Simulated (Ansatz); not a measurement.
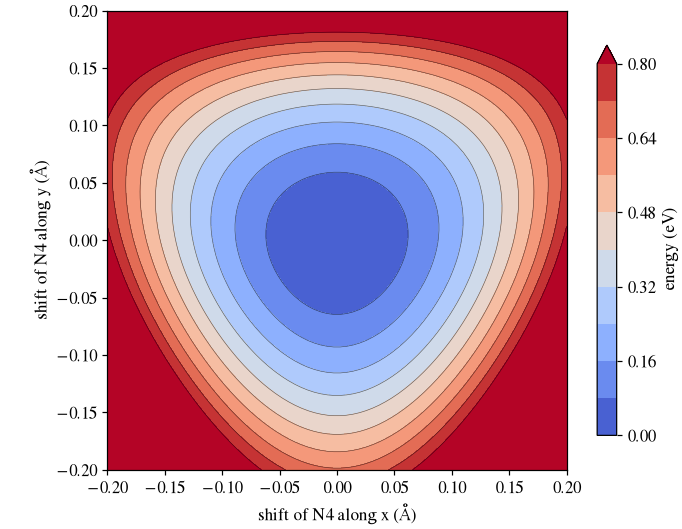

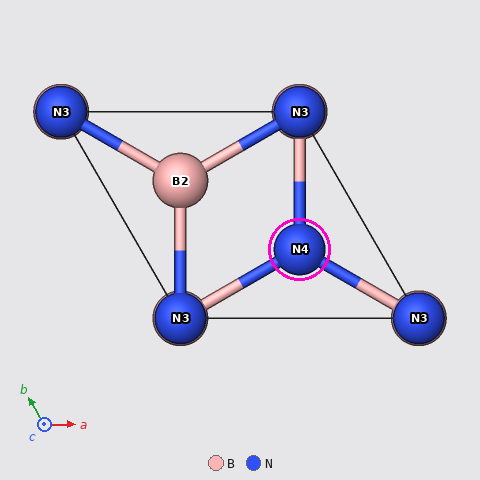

Energy landscape of BN (P-6m2, No. 187; 4 atoms in the cell). Atom N4 is moved over a plane while all other atoms and the cell stay fixed (its periodic images move with it) (x along [1 0 0], y along [1 2 0], z along [0 0 1] of the conventional cell). The first coordinate is: shift of N4 along x; the second: shift of N4 along y. The scan uses a 5 × 5 grid; 15 points were computed and 10 follow by symmetry. Energies: eV per cell, counted from the lowest grid point. The reference cell is the one listed in the database, not relaxed at this level. Method: DFT PBE+D3(BJ), scalar-relativistic, plane waves, PAW in Ansatz 0.2.0. Settings: cutoff 420 eV, k-mesh 12×12×4 in the order of the run's cell vectors, gaussian smearing 0.05 eV, no spin polarisation.

In the figure: filled contours, one colour for all values above the top of the scale. Between grid points the surface is interpolated. The second picture is the structure at the lowest point

What does the map say about the system?

The lowest grid point is at shift of N4 along x = 0.0 Å, shift of N4 along y = 0.0 Å. It is the only kind of minimum in the scanned range. The highest grid point, shift of N4 along x = −0.2 Å, shift of N4 along y = −0.2 Å, lies 2.09 eV above the lowest. Near the minimum the well is nearly round, with a curvature of about 41 eV/Å².

Grid values (eV):

```tsv
shift of N4 along y ↓, shift of N4 along x →	−0.2	−0.1	0.0	0.1	0.2
0.2	1.30	1.09	1.01	1.09	1.30
0.1	0.79	0.37	0.23	0.37	0.79
0.0	0.83	0.20	0.00	0.20	0.83
−0.1	1.30	0.45	0.18	0.45	1.30
−0.2	2.09	0.99	0.65	0.99	2.09
```
